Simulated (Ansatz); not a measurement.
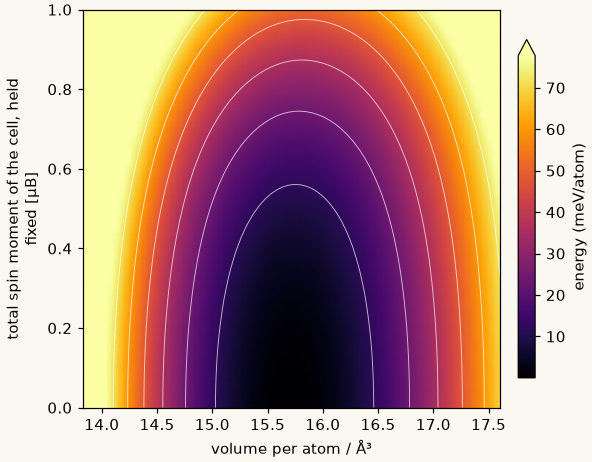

Energy landscape of TiAl (P-6m2, No. 187; 2 atoms in the cell). The energy is mapped over volume and a fixed ferromagnetic moment. The first coordinate is: volume per atom; the second: total spin moment of the cell, held fixed. Nothing is relaxed (shape and fractional coordinates fixed). The grid has 7 × 9 points. Points are written as (first, second). Energies are in meV/atom, from the lowest grid point. The moment is held fixed and parallel; antiferromagnetic orders weren't tried. Theory: DFT LDA, scalar-relativistic, plane waves, PAW in Ansatz 0.2.0. Settings: cutoff 520 eV, k-mesh 21×21×12 in the order of the run's cell vectors, gaussian smearing 0.15 eV.

Drawn: a smooth colour map with a few white contour lines, one colour for all values above the top of the scale. Between grid points the surface is interpolated. 

Question: Where are the wells?

Answer: The lowest grid point is at (15.72 Å³, 0.000 μB). It lies on the edge of the map, which is a mirror line here (the non-magnetic state). The highest grid point, (13.83 Å³, 1.000 μB), lies 166 meV/atom above the lowest.

Grid values (meV/atom):

| second ↓, first → | 13.83 | 14.46 | 15.09 | 15.72 | 16.34 | 16.97 | 17.60 |
| --- | --- | --- | --- | --- | --- | --- | --- |
| 1.000 | 166 | 102 | 65 | 52 | 57 | 77 | 111 |
| 0.875 | 148 | 85 | 49 | 36 | 42 | 64 | 98 |
| 0.750 | 134 | 71 | 37 | 25 | 31 | 54 | 88 |
| 0.625 | 122 | 61 | 27 | 16 | 23 | 46 | 81 |
| 0.500 | 114 | 53 | 20 | 9 | 17 | 40 | 76 |
| 0.375 | 108 | 48 | 15 | 5 | 13 | 37 | 73 |
| 0.250 | 105 | 45 | 12 | 2 | 10 | 34 | 71 |
| 0.125 | 102 | 43 | 10 | 0 | 9 | 33 | 69 |
| 0.000 | 102 | 42 | 10 | 0 | 9 | 33 | 69 |

Time for the 63 points that were run: 44 min on 2 threads of Arm Neoverse N1 (shared host).

PAW datasets: the set soft_1.
